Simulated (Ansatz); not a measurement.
System: Si (slab).

```yaml
crystal:
  lattice:
    - [3.80169, 0.00000, 0.00000]
    - [0.00000, 6.28869, 0.00000]
    - [0.00000, 0.00000, 20.79590]
  atoms:
    - { symbol: Si, position: [0.00000, 0.93696, 0.19235] }
    - { symbol: Si, position: [0.00000, 0.56304, 0.19235] }
    - { symbol: Si, position: [0.50000, 0.43696, 0.24512] }
    - { symbol: Si, position: [0.50000, 0.06304, 0.24512] }
    - { symbol: Si, position: [0.50000, 0.93303, 0.35120] }
    - { symbol: Si, position: [0.50000, 0.56697, 0.35120] }
    - { symbol: Si, position: [0.00000, 0.42616, 0.39411] }
    - { symbol: Si, position: [0.00000, 0.07384, 0.39411] }
```

Not relaxed (largest force 1.0 eV/Å); PAW files of the earlier set (soft_1).

The calculation used DFT LDA, scalar-relativistic, plane waves, PAW (Ansatz 0.2.0).

What can the converged valence pseudo-density and electron localisation function tell about the bonding?

Answer. Si–Si (2.30 Å): ρ at the midpoint is about 0.61 e/Å³; the ELF peaks at about 0.95 between the atoms.
Si–Si (2.35 Å): ρ is about 0.57 e/Å³ halfway; the ELF peaks at about 0.95 between the atoms.

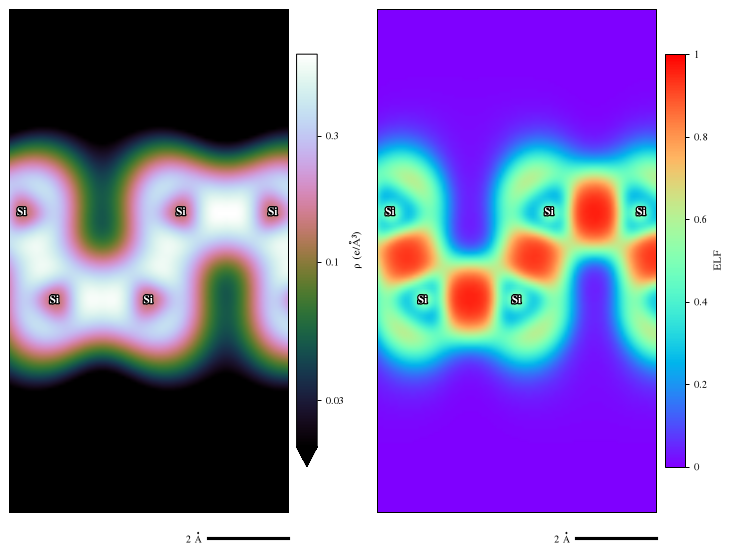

Computed valence pseudo-density and electron localisation function on the (100) plane of the calculation cell, a cut from vacuum to vacuum, in this order. 

Core electrons are frozen (PAW), and the valence fields are smoothed inside the atomic spheres.
